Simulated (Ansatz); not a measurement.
**Molecular dynamics of N (part 1 of 2)**

N (P6₃/mmc, 18 atoms in the cell), computed with DFT PBEsol, scalar-relativistic, plane waves, PAW, no spin polarisation (Ansatz 0.2.0).

The structure derives from an entry of the Crystallography Open Database. It belongs to a series of runs on one base structure; here: dynamics (NVT, Langevin thermostat) at 450 K, volume × 1.01. Figures and captions count atoms from 1; the log counts them from 0 in places.

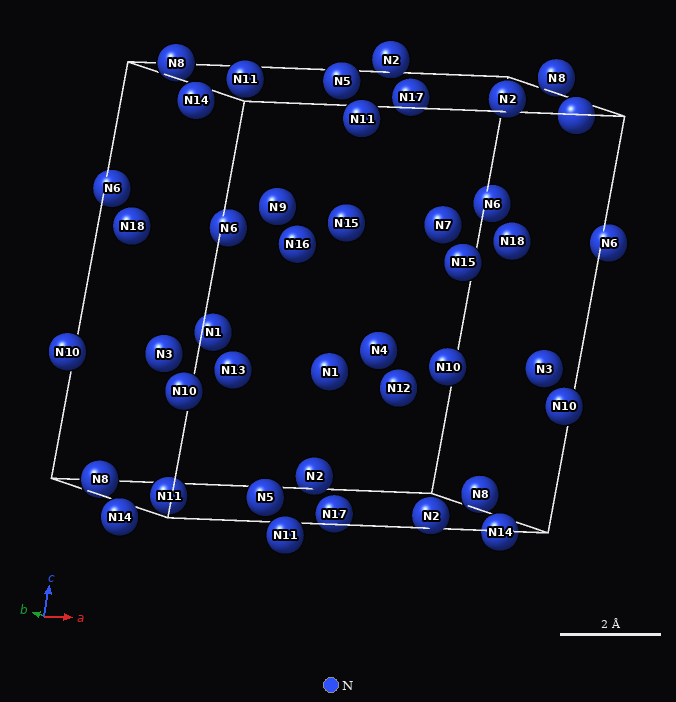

The structure as given in the input (ball-and-stick view of the cell of the calculation, seen at an oblique angle; atoms are numbered from 1 in the order of the input).

**Summary**

| quantity | value |
| --- | --- |
| outcome | finished |
| mean temperature over the second half | 1681 K |
| trajectory | 34 steps, 68 fs |
| ensemble | nvt_langevin |
| temperature in the input | 450.0 K |
| time step | 2.0 fs |
| space group of the start (tolerance 0.01 Å) | P6₃/mmc (194) |
| electrons treated | 90 |
| potential energy (free energy of the electrons) (last step) | −6694.1951 eV |
| Fermi energy (last step) | −4.177 eV |
| pressure (without the kinetic term) (last step) | −10.85 GPa |
| largest force (length of the vector) (last step) | 6.489 eV/Å |
| hardware | 4 threads of Intel Xeon (Sapphire Rapids), 64 GiB of memory available, shared host |
| wall time | 2.2 min (CPU time 7.3 min) |
| peak memory | 1.3 GiB |

**Notes**

The program warns: the SCF threshold is looser than advised for the printed stress. So short a trajectory is not equilibrated. The logged temperature at the start can lie below the typed one, since it is counted over all degrees of freedom. The temperature stays far from the 450 K of the thermostat over the second half: the run isn't equilibrated.

**Input file**
```yaml
crystal:
  lattice:
    - [-5.4615873331, 3.153248917, -5.9095682501]
    - [5.4615873331, 3.153248917, -5.9095682501]
    - [0.0, -6.306497834, -5.9095682501]
  atoms:
    - { symbol: "N", position: [0.3611111111, 0.0277777778, 0.3611111111] }
    - { symbol: "N", position: [0.6944444444, 0.0277777778, 0.0277777778] }
    - { symbol: "N", position: [0.0277777778, 0.3611111111, 0.3611111111] }
    - { symbol: "N", position: [0.6944444444, 0.6944444444, 0.3611111111] }
    - { symbol: "N", position: [0.3611111111, 0.3611111111, 0.0277777778] }
    - { symbol: "N", position: [0.0277777778, 0.0277777778, 0.6944444444] }
    - { symbol: "N", position: [0.6944444444, 0.3611111111, 0.6944444444] }
    - { symbol: "N", position: [0.0277777778, 0.6944444444, 0.0277777778] }
    - { symbol: "N", position: [0.3611111111, 0.6944444444, 0.6944444444] }
    - { symbol: "N", position: [0.9722222222, 0.9722222222, 0.3055555556] }
    - { symbol: "N", position: [0.3055555556, 0.9722222222, 0.9722222222] }
    - { symbol: "N", position: [0.6388888889, 0.3055555556, 0.3055555556] }
    - { symbol: "N", position: [0.3055555556, 0.6388888889, 0.3055555556] }
    - { symbol: "N", position: [0.9722222222, 0.3055555556, 0.9722222222] }
    - { symbol: "N", position: [0.6388888889, 0.9722222222, 0.6388888889] }
    - { symbol: "N", position: [0.3055555556, 0.3055555556, 0.6388888889] }
    - { symbol: "N", position: [0.6388888889, 0.6388888889, 0.9722222222] }
    - { symbol: "N", position: [0.9722222222, 0.6388888889, 0.6388888889] }
basis:
  ecutwfc: 420
kpoints:
  mp_grid: { grid: [2, 2, 2], shift: [0.5, 0.5, 0.5] }
hamiltonian:
  xc: pbesol
scf:
  occupations: { method: fermi_dirac, width: 0.05 }
  lower_state_search: "off"
  convergence: { dr2_threshold: 1.0e-07 }
output:
  forces: true
  stress: true
md:
  timestep: 2.0
  n_steps: 34
  ensemble: nvt_langevin
  temperature: 450.0
  initial_velocities: maxwell_boltzmann
  seed: 34720
  friction: 0.05
```

Launch command:
```bash
ansatz run input.yaml --threads 4 --pin off --max-ram 5120MiB --backend cpu --events-out ev --progress --plain --runs-dir out
```

**What the program printed**
```
Warning: md: disabling space-group detection — thermal motion breaks the input geometry's symmetry, so no spatial operation reduces the k-mesh or symmetrises the density; time reversal is kept, so that k and −k are solved as one point where they differ and the mesh holds both, and exact exchange and, on two spinor components, a DFT+U term hold to it where the run has them: on two components no moment then forms, and a state that bears one, which a typed moment (crystal.atoms[].spin; refused beside efield: under a hybrid functional) reaches, can lie lower, under hf by electronvolts; crystal.symmetry.detect: false (a key that needs symmetry detection or time reversal refuses this as the deck is read) with time_reversal: false beside it drops time reversal too
Warning: output.stress: scf.convergence.dr2_threshold = 1e-7 eV (the SCF's general default) is looser than the 1.8e-9 eV advised for a printed stress (1e-10 eV for each atom of the cell: 18). What an SCF threshold leaves in a stress goes as its square root, and in the free energy as the threshold itself, and one threshold admits the most on a small cell: of the crystals measured, under no hybrid functional and no lock of the moments, on runs that ended without the residual-converged pass, on stresses that held no estimate of that error, the worst erred by over 100 MPa in a component at 1e-7 eV an atom and by under 5 at 1e-10. Set scf.convergence.dr2_threshold to 1.8e-9 eV or tighter. The threshold is an SCF's pass mark: one that does not reach it within its budget of iterations ends unconverged, or closes short of it on a stop that the run arms, and scf.convergence.dr2_threshold's page says what that costs each kind of run
Engine: ansatz 0.2.0, x86_64-unknown-linux-gnu
Pseudopotentials: kind: paw
Pseudopotential: N, paw, valence charge 5, recommended cutoff 420 eV (normal), N.paw.azcp
Functional definition: PBEsol
  exchange = pbesol_x
  correlation = pbesol_c
Crystal: 18 atoms, lattice volume = 610.638 Å³
Basis set: ecut = 420 eV, 11971 PW (Γ), exchange–correlation on 120×120×120 points (8 copies of the dense FFT grid, shifted against one another)
Bands: 63, of which v1, the nominal top of the filled ones, is band 45 counted from 1 (44 counted from 0)
Symmetry: 1 space group operations
k-points: 4 of 8 (time reversal used)
Non-local potential: N, projectors of the file, l = 0: 2, l = 1: 2, l = 2: 1
PAW form: soft (Blöchl's): semilocal exchange-correlation on the pseudo side does not see the compensation charge
PAW frozen core: N, regenerated for the run's functional, and the local potential with it (the file was generated under x = pbe(κ = 0.804, μ = 0.2195149727645171), c = pbe(β = 0.06672455060314922))
PAW one-centre angular grid: N, 110 points (default); XC on 64 Gauss nodes
Initial density: superposition of atomic densities (neutral atoms: chi_scale 0, normalization atom), corrected by the library's trained network
Initial wavefunctions: pseudopotential atomic-orbital guess
Functional: x = pbesol(κ = 0.804, μ = 0.12345679012345678), c = pbesol(β = 0.046)
SCF iter   1: F=—  HF=-6674.781497 eV  |F-HF|=—  |Δ(HF+E_count)|=         —  Δρ=3.28e-3  dr2=5.50e-2  ethr=1.77e-3  ⟨swp⟩=5.0  Hψ=1651  notcnv=0  defer=14
automatic band count: the SCF goes on with 81 bands, as 63 were too few: the levels above may hold too much charge
preconditioner: auto → LDOS  [metal: Δε(μ)=0.041 eV  Ē_g=7.326 eV  σ=0.050 eV  W_gap=0.20  n_scr=86 (ndim 8)  ℏωp=14.3 eV  f_vac=0.036  D(μ)=83.68/eV (n_scr^D=1262)  β→1.0]
SCF iter   2: F=—  HF=-6674.764554 eV  |F-HF|=—  |Δ(HF+E_count)|=   1.69e-2  Δρ=1.13e-3  dr2=7.80e-3  ethr=6.11e-5  ⟨swp⟩=3.0  Hψ=679  notcnv=0  defer=17
SCF iter   3: F=—  HF=-6674.764543 eV  |F-HF|=—  |Δ(HF+E_count)|=   1.08e-5  Δρ=1.35e-3  dr2=6.40e-3  ethr=8.67e-6  ⟨swp⟩=1.0  Hψ=307  notcnv=0  defer=17
SCF iter   4: F=—  HF=-6674.763915 eV  |F-HF|=—  |Δ(HF+E_count)|=   6.29e-4  Δρ=6.22e-4  dr2=1.65e-3  ethr=7.11e-6  ⟨swp⟩=1.0  Hψ=307  notcnv=0  defer=17
SCF iter   5: F=—  HF=-6674.763840 eV  |F-HF|=—  |Δ(HF+E_count)|=   7.51e-5  Δρ=2.07e-4  dr2=1.47e-4  ethr=1.83e-6  ⟨swp⟩=1.0  Hψ=307  notcnv=0  defer=17
SCF iter   6: F=—  HF=-6674.763852 eV  |F-HF|=—  |Δ(HF+E_count)|=   1.20e-5  Δρ=5.04e-5  dr2=1.40e-5  ethr=1.63e-7  ⟨swp⟩=1.0  Hψ=307  notcnv=0  defer=17
SCF iter   7: F=—  HF=-6674.763446 eV  |F-HF|=—  |Δ(HF+E_count)|=   4.06e-4  Δρ=3.36e-5  dr2=4.39e-6  ethr=1.55e-8  ⟨swp⟩=2.0  Hψ=418  notcnv=0  defer=17
SCF iter   8: F=—  HF=-6674.763447 eV  |F-HF|=—  |Δ(HF+E_count)|=   1.05e-6  Δρ=5.48e-6  dr2=1.25e-7  ethr=4.88e-9  ⟨swp⟩=1.0  Hψ=307  notcnv=0  defer=17
SCF iter   9: F=-6674.763447 eV  HF=-6674.763447 eV  |F-HF|=1.77e-8  |Δ(HF+E_count)|=   3.45e-7  Δρ=4.95e-6  dr2=7.62e-8  ethr=1.11e-10  ⟨swp⟩=3.0  Hψ=755  notcnv=0
SCF 1 converged in 9 iterations: F = -6674.763447 eV  dr2 = 7.62e-8
  greatest PAW one-centre occupation: 0.859 electrons in one spin orbital (limit 2), on the N atom at site 1 (counted from 0), in its partial waves of l = 0
md step     0: t =     0.00 fs  T =   425.0 K  F+E_penalty+E_count = -6674.76344747 eV  E_kin = 0.988839 eV  P_inst = -7.2678 GPa  (9 SCF iters)
Bands: 81, of which v1, the nominal top of the filled ones, is band 45 counted from 1 (44 counted from 0)
Initial density: handed on by an earlier stage of this run
Initial wavefunctions: those handed on with the density
iter 1 solved again at ethr=1.63e-3 eV; its pass at ethr=3.10e-3 eV (dr2=1.47e0 eV) is discarded
SCF iter   1: F=—  HF=-6674.770822 eV  |F-HF|=—  |Δ(HF+E_count)|=         —  Δρ=1.15e-3  dr2=1.20e-2  ethr=1.63e-3  ⟨swp⟩=2.2  Hψ=1245  notcnv=0
preconditioner: auto → LDOS  [metal: Δε(μ)=0.037 eV  Ē_g=7.337 eV  σ=0.050 eV  W_gap=0.19  n_scr=86 (ndim 8)  ℏωp=14.3 eV  f_vac=0.040  D(μ)=84.91/eV (n_scr^D=1316)  β→1.0]
SCF iter   2: F=—  HF=-6674.770760 eV  |F-HF|=—  |Δ(HF+E_count)|=   6.27e-5  Δρ=9.52e-4  dr2=2.94e-3  ethr=1.34e-5  ⟨swp⟩=1.0  Hψ=324  notcnv=0
SCF iter   3: F=—  HF=-6674.770483 eV  |F-HF|=—  |Δ(HF+E_count)|=   2.76e-4  Δρ=3.77e-4  dr2=3.33e-4  ethr=3.27e-6  ⟨swp⟩=1.0  Hψ=324  notcnv=0
SCF iter   4: F=—  HF=-6674.770457 eV  |F-HF|=—  |Δ(HF+E_count)|=   2.64e-5  Δρ=4.51e-5  dr2=2.18e-5  ethr=3.70e-7  ⟨swp⟩=1.0  Hψ=324  notcnv=0
SCF iter   5: F=—  HF=-6674.770094 eV  |F-HF|=—  |Δ(HF+E_count)|=   3.63e-4  Δρ=3.53e-5  dr2=5.69e-6  ethr=2.43e-8  ⟨swp⟩=2.0  Hψ=435  notcnv=0
SCF iter   6: F=—  HF=-6674.770094 eV  |F-HF|=—  |Δ(HF+E_count)|=   3.37e-7  Δρ=2.99e-5  dr2=3.72e-6  ethr=6.32e-9  ⟨swp⟩=1.0  Hψ=324  notcnv=0
SCF iter   7: F=-6674.770094 eV  HF=-6674.770094 eV  |F-HF|=4.45e-8  |Δ(HF+E_count)|=   2.36e-7  Δρ=3.94e-6  dr2=8.35e-8  ethr=1.11e-10  ⟨swp⟩=3.0  Hψ=944  notcnv=0
SCF 2 converged in 7 iterations: F = -6674.770094 eV  dr2 = 8.35e-8
  greatest PAW one-centre occupation: 0.859 electrons in one spin orbital (limit 2), on the N atom at site 5 (counted from 0), in its partial waves of l = 0
md step     1: t =     2.00 fs  T =   500.6 K  F+E_penalty+E_count = -6674.77009408 eV  E_kin = 1.164702 eV  P_inst = -7.2392 GPa  (7 SCF iters)
[... from here on the SCF iterations and repeated set-up lines of each step are left out, up to the last step ...]
SCF 3 converged in 8 iterations: F = -6674.789274 eV  dr2 = 4.68e-8
md step     2: t =     4.00 fs  T =   443.6 K  F+E_penalty+E_count = -6674.78927399 eV  E_kin = 1.032103 eV  P_inst = -7.2680 GPa  (8 SCF iters)
SCF 4 converged in 8 iterations: F = -6674.816575 eV  dr2 = 4.84e-8
md step     3: t =     6.00 fs  T =   363.7 K  F+E_penalty+E_count = -6674.81657531 eV  E_kin = 0.846181 eV  P_inst = -7.3082 GPa  (8 SCF iters)
SCF 5 converged in 8 iterations: F = -6674.848956 eV  dr2 = 3.84e-8
md step     4: t =     8.00 fs  T =   401.0 K  F+E_penalty+E_count = -6674.84895636 eV  E_kin = 0.932902 eV  P_inst = -7.3023 GPa  (8 SCF iters)
SCF 6 converged in 7 iterations: F = -6674.887503 eV  dr2 = 2.11e-8
md step     5: t =    10.00 fs  T =   434.8 K  F+E_penalty+E_count = -6674.88750270 eV  E_kin = 1.011548 eV  P_inst = -7.2997 GPa  (7 SCF iters)
SCF 7 converged in 10 iterations: F = -6674.933309 eV  dr2 = 5.74e-9
md step     6: t =    12.00 fs  T =   430.0 K  F+E_penalty+E_count = -6674.93330861 eV  E_kin = 1.000459 eV  P_inst = -7.3149 GPa  (10 SCF iters)
SCF 8 converged in 9 iterations: F = -6674.987406 eV  dr2 = 3.93e-8
md step     7: t =    14.00 fs  T =   445.6 K  F+E_penalty+E_count = -6674.98740612 eV  E_kin = 1.036842 eV  P_inst = -7.3242 GPa  (9 SCF iters)
SCF 9 converged in 9 iterations: F = -6675.050261 eV  dr2 = 8.68e-8
md step     8: t =    16.00 fs  T =   474.2 K  F+E_penalty+E_count = -6675.05026089 eV  E_kin = 1.103201 eV  P_inst = -7.3306 GPa  (9 SCF iters)
SCF 10 converged in 10 iterations: F = -6675.116578 eV  dr2 = 8.77e-8
md step     9: t =    18.00 fs  T =   410.6 K  F+E_penalty+E_count = -6675.11657814 eV  E_kin = 0.955331 eV  P_inst = -7.3753 GPa  (10 SCF iters)
SCF 11 converged in 8 iterations: F = -6675.186778 eV  dr2 = 5.70e-8
md step    10: t =    20.00 fs  T =   456.0 K  F+E_penalty+E_count = -6675.18677783 eV  E_kin = 1.061025 eV  P_inst = -7.3761 GPa  (8 SCF iters)
SCF 12 converged in 10 iterations: F = -6675.270281 eV  dr2 = 1.58e-8
md step    11: t =    22.00 fs  T =   478.6 K  F+E_penalty+E_count = -6675.27028099 eV  E_kin = 1.113584 eV  P_inst = -7.3895 GPa  (10 SCF iters)
SCF 13 converged in 10 iterations: F = -6675.368649 eV  dr2 = 5.05e-9
md step    12: t =    24.00 fs  T =   398.0 K  F+E_penalty+E_count = -6675.36864920 eV  E_kin = 0.926119 eV  P_inst = -7.4488 GPa  (10 SCF iters)
SCF 14 converged in 9 iterations: F = -6675.476577 eV  dr2 = 1.54e-8
md step    13: t =    26.00 fs  T =   435.2 K  F+E_penalty+E_count = -6675.47657705 eV  E_kin = 1.012609 eV  P_inst = -7.4625 GPa  (9 SCF iters)
SCF 15 converged in 9 iterations: F = -6675.603851 eV  dr2 = 4.09e-8
md step    14: t =    28.00 fs  T =   486.2 K  F+E_penalty+E_count = -6675.60385051 eV  E_kin = 1.131262 eV  P_inst = -7.4757 GPa  (9 SCF iters)
SCF 16 converged in 10 iterations: F = -6675.749422 eV  dr2 = 1.51e-8
md step    15: t =    30.00 fs  T =   446.9 K  F+E_penalty+E_count = -6675.74942166 eV  E_kin = 1.039905 eV  P_inst = -7.5304 GPa  (10 SCF iters)
SCF 17 converged in 9 iterations: F = -6675.903883 eV  dr2 = 7.02e-8
md step    16: t =    32.00 fs  T =   433.6 K  F+E_penalty+E_count = -6675.90388318 eV  E_kin = 1.008881 eV  P_inst = -7.5764 GPa  (9 SCF iters)
SCF 18 converged in 10 iterations: F = -6676.085821 eV  dr2 = 8.08e-9
md step    17: t =    34.00 fs  T =   568.0 K  F+E_penalty+E_count = -6676.08582119 eV  E_kin = 1.321482 eV  P_inst = -7.5691 GPa  (10 SCF iters)
SCF 19 converged in 9 iterations: F = -6676.304715 eV  dr2 = 3.31e-8
md step    18: t =    36.00 fs  T =   636.8 K  F+E_penalty+E_count = -6676.30471549 eV  E_kin = 1.481583 eV  P_inst = -7.5971 GPa  (9 SCF iters)
SCF 20 converged in 10 iterations: F = -6676.552934 eV  dr2 = 8.72e-9
md step    19: t =    38.00 fs  T =   670.1 K  F+E_penalty+E_count = -6676.55293419 eV  E_kin = 1.559008 eV  P_inst = -7.6456 GPa  (10 SCF iters)
SCF 21 converged in 9 iterations: F = -6676.825080 eV  dr2 = 8.77e-8
md step    20: t =    40.00 fs  T =   699.3 K  F+E_penalty+E_count = -6676.82507989 eV  E_kin = 1.627099 eV  P_inst = -7.7005 GPa  (9 SCF iters)
SCF 22 converged in 10 iterations: F = -6677.138217 eV  dr2 = 1.20e-8
md step    21: t =    42.00 fs  T =   820.2 K  F+E_penalty+E_count = -6677.13821695 eV  E_kin = 1.908278 eV  P_inst = -7.7272 GPa  (10 SCF iters)
SCF 23 converged in 10 iterations: F = -6677.509519 eV  dr2 = 2.52e-8
md step    22: t =    44.00 fs  T =   842.8 K  F+E_penalty+E_count = -6677.50951943 eV  E_kin = 1.960933 eV  P_inst = -7.8068 GPa  (10 SCF iters)
SCF 24 converged in 10 iterations: F = -6677.963976 eV  dr2 = 2.55e-8
md step    23: t =    46.00 fs  T =  1068.0 K  F+E_penalty+E_count = -6677.96397612 eV  E_kin = 2.484885 eV  P_inst = -7.8212 GPa  (10 SCF iters)
SCF 25 converged in 10 iterations: F = -6678.523359 eV  dr2 = 3.27e-8
md step    24: t =    48.00 fs  T =  1201.7 K  F+E_penalty+E_count = -6678.52335945 eV  E_kin = 2.796030 eV  P_inst = -7.8943 GPa  (10 SCF iters)
SCF 26 converged in 10 iterations: F = -6679.172778 eV  dr2 = 1.59e-8
md step    25: t =    50.00 fs  T =  1349.2 K  F+E_penalty+E_count = -6679.17277823 eV  E_kin = 3.139112 eV  P_inst = -7.9783 GPa  (10 SCF iters)
SCF 27 converged in 11 iterations: F = -6679.906152 eV  dr2 = 9.57e-9
md step    26: t =    52.00 fs  T =  1486.3 K  F+E_penalty+E_count = -6679.90615210 eV  E_kin = 3.458041 eV  P_inst = -8.0803 GPa  (11 SCF iters)
SCF 28 converged in 10 iterations: F = -6680.786345 eV  dr2 = 9.90e-8
md step    27: t =    54.00 fs  T =  1710.5 K  F+E_penalty+E_count = -6680.78634457 eV  E_kin = 3.979881 eV  P_inst = -8.1715 GPa  (10 SCF iters)
SCF 29 converged in 10 iterations: F = -6681.829433 eV  dr2 = 7.16e-8
```
